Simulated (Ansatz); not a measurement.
# Band-structure calculation, with input and output: LiNbO2 (part 2 of 2)

Continued. System: LiNbO2 (P6₃/mmc, 8 atoms in the cell). Method: DFT, HSE06, plane waves, PAW, no spin polarisation (Ansatz 0.2.0); cutoff 420 eV, 6×6×2 k-mesh, fixed occupations. The structure derives from a Materials Project entry. The geometry comes from this level: r2SCAN.

Geometry of the input (Å; fractional positions):
```
2.9032  0.0000  0.0000
-1.4516  2.5143  0.0000
0.0000  0.0000  10.4352
Li 0.0000  0.0000  0.0000
Li 0.0000  0.0000  0.5000
Nb 0.3333  0.6667  0.7500
Nb 0.6667  0.3333  0.2500
O  0.3333  0.6667  0.1232
O  0.3333  0.6667  0.3768
O  0.6667  0.3333  0.6232
O  0.6667  0.3333  0.8768
```

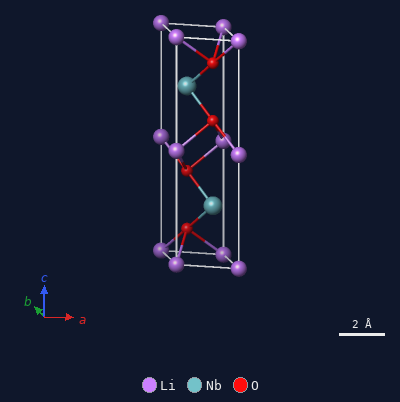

**Figure 1.** The structure (ball-and-stick view of the cell of the calculation, seen slightly off an axis).

### Output, continued
```
SCF iter   1: F=—  HF=-11796.595339 eV  |F-HF|=—  |Δ(HF+E_count)|=         —  Δρ=3.03e-6  dr2=3.41e-9  ethr=1.10e-10  ⟨swp⟩=3.6  Hψ=1292  notcnv=0
preconditioner: auto → none  [insulator: Δε(μ)=2.408 eV  Ē_g=13.228 eV  n_scr=26 (ndim 8)  ℏωp=25.5 eV  f_vac=0.000]
SCF iter   2: F=-11796.595339 eV  HF=-11796.595339 eV  |F-HF|=5.71e-10  |Δ(HF+E_count)|=  9.09e-10  Δρ=1.53e-6  dr2=8.33e-10  ethr=5.73e-12  ⟨swp⟩=3.1  Hψ=1398  notcnv=0
SCF 4 converged in 2 iterations: F = -11796.595339 eV  dr2 = 8.33e-10
  Residual-converged pass: ⟨swp⟩=3.0  Hψ=1011  notcnv=0  max |occ|·‖R‖ = 8.9e-7 eV (tolerance 8.9e-7 eV)  dr2=8.39e-10  dr2_onsite=1.49e-10  max |Δocc| = 0.0e0
hybrid outer 3: dexx = +9.107e-10 eV, tail = 1.97e-9 eV, Δε = 9.15e-5 eV (about 3.53e-5 eV left of the loop's levels), ΔF = 9.66e-5 eV/Å (tail 2.49e-4)
the search or the solves at the SCF's close seem to have found levels that the self-consistency loop had missed (the run counts 6). By its estimate they hold under 1e-12 electrons; where the run keeps them, the occupations were computed again with them
NSCF: frozen V_eff on 6 k-points
hybrid SCF converged: 3 outer / 14 inner (+4 warm-up), last move |dexx| = 9.11e-10 eV, tail = 1.97e-9 eV
Stability not checked: this state was not tested for a lower state beside it, because the functional holds exact exchange (a hybrid, or Hartree-Fock), whose exchange loop this test does not read (fock_operator; see scf.lower_state_search)
Free energy (F): -11796.595339 eV
Frozen-core exchange: fock
Harris-Foulkes:  -11796.595339 eV  (|F-HF|=5.71e-10)
Internal energy: -11796.595339 eV  (E = F + TS)
E sigma→0 (E₀):  -11796.595339 eV
Fermi energy:    13.054423 eV
--- Per-component energies (eV) ---
  E_band       = -445.728333
  E_kinetic    = 1545.318894
  E_local      = -3223.390949  (includes V_loc(G=0)·N_el)
  E_nonlocal   = 352.573324
  E_hartree    = 1106.024823
  E_xc         = -539.983519
  E_vxc        = -666.276946  (∫ρ·V_xc dr)
  E_exx        = -174.024824  (= α·E_x^exact, valence–valence)
  E_paw        = -6781.679907  (= ΣΔE_a)
  E_vpaw       = -317.961335  (= ΣTr[D̂ρ^β])
  E_aug_tail   = 0.009795  (compensation charges beyond the density's cutoff)
  E_ewald      = -4080.501192
  E_core_change = -0.941783  (= ΣΔE_core)
  E_smearing   = -0.000000  (= −TS)
  E_closure    = 0.000000  (closes the sum)
  Σ components = -11796.595339   (vs F -11796.595339, Δ=1.82e-12)
--- Forces (eV/Å), atoms counted from 1 ---
  atom   1  Li     0.00000000    -0.00000000     0.00000000
  atom   2  Li    -0.00000000    -0.00000000     0.00000000
  atom   3  Nb     0.00000000    -0.00000000     0.00000000
  atom   4  Nb    -0.00000000     0.00000000     0.00000000
  atom   5  O     -0.00000000     0.00000000     0.35928226
  atom   6  O     -0.00000000     0.00000000    -0.35928226
  atom   7  O      0.00000000    -0.00000000     0.35928226
  atom   8  O      0.00000000    -0.00000000    -0.35928226
  max |Σ_I F_I| component: 3.70e-17 eV/Å
--- Stress (GPa, compression-positive) ---
       -3.585731      -0.000000       0.000000
       -0.000000      -3.585731       0.000000
        0.000000       0.000000      -3.573173
  P = ⅓ Tr σ = -3.5815 GPa (-35.815 kbar)
--- Band table (eV; the first three rows and the last of 14) ---
  k-point 0: bands = ["-46.4720", "-46.4719", "-35.9161", "-35.9157", "-21.4914", "-21.4899", "-20.4492", "-20.4492", "-20.4492", "-20.4492", "-9.6503", "-9.4491", "-8.3195", "-8.0627", "3.9772", "4.9906", "7.0421", "7.2322", "7.2322", "7.2801", "7.2801", "7.9997", "7.9997", "8.0899", "8.0899", "8.7330", "12.6021", "13.0544", "15.4619", "15.4619", "15.5569", "15.5569", "17.0627", "17.0943"]
  k-point 1: bands = ["-46.4719", "-46.4719", "-35.9159", "-35.9159", "-21.4907", "-21.4907", "-20.4492", "-20.4492", "-20.4492", "-20.4492", "-9.5587", "-9.5587", "-8.1823", "-8.1823", "4.3829", "4.3829", "7.2548", "7.2548", "7.2548", "7.2548", "7.9524", "7.9524", "8.0459", "8.0459", "8.0459", "8.0459", "12.8678", "12.8678", "15.5094", "15.5094", "15.5094", "15.5094", "17.0749", "17.0749"]
  k-point 2: bands = ["-46.4188", "-46.4188", "-35.9091", "-35.9088", "-21.3832", "-21.3815", "-20.8769", "-20.8768", "-20.5313", "-20.5313", "-9.3119", "-9.1086", "-8.4107", "-8.1785", "4.4039", "5.4312", "6.3842", "6.3927", "6.5892", "7.1610", "7.4776", "7.5538", "7.6063", "7.7158", "8.1635", "8.7069", "12.1067", "12.2186", "15.6550", "15.8026", "15.9465", "16.0158", "16.7976", "16.9157"]
  k-point 13: bands = ["-46.2286", "-46.2286", "-35.8847", "-35.8847", "-21.6654", "-21.6654", "-21.4139", "-21.4139", "-20.9814", "-20.9814", "-8.6645", "-8.6645", "-8.1000", "-8.1000", "4.5500", "4.5500", "5.6723", "5.6723", "5.9620", "5.9620", "6.5142", "6.5142", "7.4650", "7.4650", "7.5139", "7.5139", "12.4433", "12.4433", "15.8579", "15.8579", "18.0913", "18.0913", "18.5070", "18.5070"]
```

### File bands.tsv
```
# k_distance	band_0	band_1	band_2	band_3	band_4	band_5	band_6	band_7	band_8	band_9	band_10	band_11	band_12	band_13	band_14	band_15	band_16	band_17	band_18	band_19	band_20	band_21	band_22	band_23	band_24	band_25	band_26	band_27	band_28	band_29	band_30	band_31	band_32	band_33
# fermi_ev = 13.054423
# lock_threshold_ev = 1e-6
# [0, 0, 0] at k_distance = 0.000000
# [0.5, 0, 0] at k_distance = 1.249502
# [0.3333333333, 0.3333333333, 0] at k_distance = 1.970903
# [0, 0, 0.5] at k_distance = 3.444778
# [0.5, 0, 0.5] at k_distance = 4.694281
# [0.3333333333, 0.3333333333, 0.5] at k_distance = 5.415681
# levels_relative_to = fermi_ev
# free_energy_ev = -11796.595339
# largest_residual_norms_ev = 4.992e-5 5.179e-5 4.127e-4 3.834e-4 2.120e-4 1.811e-4 1.430e-4 1.430e-4 1.488e-4 1.508e-4 2.284e-4 2.383e-4 5.967e-4 3.831e-4 1.375e-3 1.271e-3 2.751e-3 1.328e-3 1.160e-3 1.062e-3 1.742e-3 1.855e-3 1.272e-3 1.303e-3 1.002e-3 1.013e-3 1.305e-3 1.305e-3 1.285e-3 1.286e-3 1.813e-3 1.295e-3 1.586e-3 1.168e-3
0.000000	-59.526376	-59.526323	-48.970507	-48.970137	-34.545838	-34.544318	-33.503612	-33.503612	-33.503579	-33.503579	-22.704768	-22.503484	-21.373901	-21.117092	-9.077218	-8.063865	-6.012313	-5.822265	-5.822265	-5.774335	-5.774335	-5.054752	-5.054752	-4.964521	-4.964521	-4.321375	-0.452343	0.000000	2.407518	2.407518	2.502513	2.502513	4.008237	4.039852
1.249502	-59.310428	-59.310416	-48.942577	-48.942571	-35.075633	-35.075124	-34.094511	-34.092810	-33.824479	-33.824441	-21.754621	-21.632086	-21.428914	-21.287404	-8.675687	-8.366523	-8.011841	-7.727425	-7.372161	-6.580199	-6.548599	-6.302212	-5.305422	-5.297656	-5.075342	-4.743833	-1.406030	-1.099917	3.764106	4.416807	4.440553	4.629367	5.192202	5.243719
1.970903	-59.282997	-59.282997	-48.939132	-48.939079	-34.719815	-34.719815	-34.468515	-34.468184	-34.035798	-34.035798	-21.718859	-21.718859	-21.154577	-21.154577	-8.521040	-8.487305	-7.558371	-7.558371	-6.575122	-6.575122	-6.570035	-6.510579	-6.289502	-6.289502	-5.179250	-5.179250	-0.629799	-0.591449	2.798518	2.798518	5.052643	5.052643	5.326903	5.472160
3.444778	-59.526351	-59.526351	-48.970326	-48.970326	-34.545099	-34.545099	-33.503600	-33.503600	-33.503600	-33.503600	-22.613157	-22.613157	-21.236689	-21.236689	-8.671544	-8.671544	-5.799659	-5.799659	-5.799659	-5.799659	-5.102000	-5.102000	-5.008573	-5.008573	-5.008573	-5.008573	-0.186670	-0.186670	2.454985	2.454985	2.454985	2.454985	4.020474	4.020474
4.694281	-59.310422	-59.310422	-48.942578	-48.942578	-35.075389	-35.075389	-34.093670	-34.093670	-33.824466	-33.824466	-21.705837	-21.705837	-21.345682	-21.345682	-8.533909	-8.533909	-7.921594	-7.921594	-6.938592	-6.938592	-6.438331	-6.438331	-5.271628	-5.271628	-4.897313	-4.897313	-1.256308	-1.256308	4.092785	4.092785	4.469279	4.469279	5.213060	5.213060
5.415681	-59.282997	-59.282997	-48.939108	-48.939108	-34.719821	-34.719821	-34.468362	-34.468362	-34.035794	-34.035794	-21.718963	-21.718963	-21.154457	-21.154457	-8.504465	-8.504465	-7.382166	-7.382166	-7.092423	-7.092423	-6.540207	-6.540207	-5.589406	-5.589406	-5.540521	-5.540521	-0.611097	-0.611097	2.803457	2.803457	5.036829	5.036829	5.452534	5.452534
```

### File rho_z.tsv
```
# z_ang	rho[e/angstrom^3]
# format = ansatz-planar-average/11
# lattice	2.903235023	0.000000000	0.000000000
# lattice	-1.451617512	2.514275283	0.000000000
# lattice	0.000000000	0.000000000	10.435246933
# sites	8
# site	3	0.000000000	0.000000000	0.000000000
# site	3	0.000000000	0.000000000	5.217623466
# site	41	-0.000000000	1.676183522	7.826435199
# site	41	1.451617512	0.838091761	2.608811733
# site	8	-0.000000000	1.676183522	1.285410965
# site	8	-0.000000000	1.676183522	3.932212501
# site	8	1.451617512	0.838091761	6.503034432
# site	8	1.451617512	0.838091761	9.149835967
0.000000	5.257803e-1
0.144934	4.541429e-1
0.289868	3.073437e-1
0.434802	2.128685e-1
0.579736	2.325733e-1
0.724670	3.512097e-1
0.869604	5.461943e-1
1.014538	7.718088e-1
1.159472	9.443196e-1
1.304406	1.007816e0
1.449340	9.558286e-1
1.594274	8.232802e-1
1.739208	6.955445e-1
1.884142	6.712037e-1
2.029076	7.838160e-1
2.174010	9.875161e-1
2.318944	1.196410e0
2.463878	1.336722e0
2.608812	1.383297e0
2.753746	1.336722e0
2.898680	1.196410e0
3.043614	9.875161e-1
3.188548	7.838160e-1
3.333482	6.712037e-1
3.478416	6.955445e-1
3.623350	8.232802e-1
3.768284	9.558286e-1
3.913218	1.007816e0
4.058152	9.443196e-1
4.203086	7.718088e-1
4.348020	5.461943e-1
4.492954	3.512097e-1
4.637888	2.325733e-1
4.782822	2.128685e-1
4.927755	3.073437e-1
5.072689	4.541429e-1
5.217623	5.257803e-1
5.362557	4.541429e-1
5.507491	3.073437e-1
5.652425	2.128685e-1
5.797359	2.325733e-1
5.942293	3.512097e-1
6.087227	5.461943e-1
6.232161	7.718088e-1
6.377095	9.443196e-1
6.522029	1.007816e0
6.666963	9.558286e-1
6.811897	8.232802e-1
6.956831	6.955445e-1
7.101765	6.712037e-1
7.246699	7.838160e-1
7.391633	9.875161e-1
7.536567	1.196410e0
7.681501	1.336722e0
7.826435	1.383297e0
7.971369	1.336722e0
8.116303	1.196410e0
8.261237	9.875161e-1
8.406171	7.838160e-1
8.551105	6.712037e-1
8.696039	6.955445e-1
8.840973	8.232802e-1
8.985907	9.558286e-1
9.130841	1.007816e0
9.275775	9.443196e-1
9.420709	7.718088e-1
9.565643	5.461943e-1
9.710577	3.512097e-1
9.855511	2.325733e-1
10.000445	2.128685e-1
10.145379	3.073437e-1
10.290313	4.541429e-1
```

### File v_z.tsv
```
# z_ang	v_es[eV]	v_tot[eV]
# format = ansatz-planar-average/11
# xc	hse06
# density_cutoff_ev	1680
# datasets	Li=:simpson_from_first_knot:soft:fock	Nb=:simpson_from_first_knot:soft:fock:shift=0	O=:simpson_from_first_knot:soft:fock:shift=0
# lattice	2.903235023	0.000000000	0.000000000
# lattice	-1.451617512	2.514275283	0.000000000
# lattice	0.000000000	0.000000000	10.435246933
# sites	8
# site	3	0.000000000	0.000000000	0.000000000
# site	3	0.000000000	0.000000000	5.217623466
# site	41	-0.000000000	1.676183522	7.826435199
# site	41	1.451617512	0.838091761	2.608811733
# site	8	-0.000000000	1.676183522	1.285410965
# site	8	-0.000000000	1.676183522	3.932212501
# site	8	1.451617512	0.838091761	6.503034432
# site	8	1.451617512	0.838091761	9.149835967
0.000000	8.966412e0	2.715116e0
0.144934	9.356298e0	2.992207e0
0.289868	1.034829e1	3.784022e0
0.434802	1.159772e1	4.843715e0
0.579736	1.254441e1	5.332557e0
0.724670	1.191830e1	3.954104e0
0.869604	1.014504e1	1.331915e0
1.014538	8.293878e0	-1.200424e0
1.159472	6.670685e0	-3.303389e0
1.304406	5.652362e0	-4.610964e0
1.449340	5.279230e0	-5.074167e0
1.594274	5.193000e0	-5.172209e0
1.739208	4.600394e0	-5.794785e0
1.884142	3.097151e0	-7.456466e0
2.029076	1.320179e-2	-1.086656e1
2.174010	-4.160026e0	-1.553169e1
2.318944	-7.777107e0	-1.962748e1
2.463878	-1.022743e1	-2.242642e1
2.608812	-1.107269e1	-2.339614e1
2.753746	-1.022743e1	-2.242642e1
2.898680	-7.777107e0	-1.962748e1
3.043614	-4.160026e0	-1.553169e1
3.188548	1.320179e-2	-1.086656e1
3.333482	3.097151e0	-7.456466e0
3.478416	4.600394e0	-5.794785e0
3.623350	5.193000e0	-5.172209e0
3.768284	5.279230e0	-5.074167e0
3.913218	5.652362e0	-4.610964e0
4.058152	6.670685e0	-3.303389e0
4.203086	8.293878e0	-1.200424e0
4.348020	1.014504e1	1.331915e0
4.492954	1.191830e1	3.954104e0
4.637888	1.254441e1	5.332557e0
4.782822	1.159772e1	4.843715e0
4.927755	1.034829e1	3.784022e0
5.072689	9.356298e0	2.992207e0
5.217623	8.966412e0	2.715116e0
5.362557	9.356298e0	2.992207e0
5.507491	1.034829e1	3.784022e0
5.652425	1.159772e1	4.843715e0
5.797359	1.254441e1	5.332557e0
5.942293	1.191830e1	3.954104e0
6.087227	1.014504e1	1.331915e0
6.232161	8.293878e0	-1.200424e0
6.377095	6.670685e0	-3.303389e0
6.522029	5.652362e0	-4.610964e0
6.666963	5.279230e0	-5.074167e0
6.811897	5.193000e0	-5.172209e0
6.956831	4.600394e0	-5.794785e0
7.101765	3.097151e0	-7.456466e0
7.246699	1.320179e-2	-1.086656e1
7.391633	-4.160026e0	-1.553169e1
7.536567	-7.777107e0	-1.962748e1
7.681501	-1.022743e1	-2.242642e1
7.826435	-1.107269e1	-2.339614e1
7.971369	-1.022743e1	-2.242642e1
8.116303	-7.777107e0	-1.962748e1
8.261237	-4.160026e0	-1.553169e1
8.406171	1.320179e-2	-1.086656e1
8.551105	3.097151e0	-7.456466e0
8.696039	4.600394e0	-5.794785e0
8.840973	5.193000e0	-5.172209e0
8.985907	5.279230e0	-5.074167e0
9.130841	5.652362e0	-4.610964e0
9.275775	6.670685e0	-3.303389e0
9.420709	8.293878e0	-1.200424e0
9.565643	1.014504e1	1.331915e0
9.710577	1.191830e1	3.954104e0
9.855511	1.254441e1	5.332557e0
10.000445	1.159772e1	4.843715e0
10.145379	1.034829e1	3.784022e0
10.290313	9.356298e0	2.992207e0
```

### Key numbers

| quantity | value |
| --- | --- |
| outcome | converged |
| space group (tolerance 0.01 Å) | P6₃/mmc (194) |
| electrons treated | 56 |
| free energy | −11796.5953 eV |
| Fermi energy | 13.054 eV |
| gap on the k-point mesh | 2.41 eV |
| pressure | −3.58 GPa |
| largest force (length of the vector) | 0.359 eV/Å |
| hardware | 4 threads of Intel Xeon (Granite Rapids), 12 GiB of memory available, shared host |
| wall time | 32 s (CPU time 1.8 min) |
| peak memory | 1.5 GiB |

### Remarks

The program warns: the exchange loop's threshold is looser than advised for the stress; the SCF threshold is looser than advised for the printed stress.
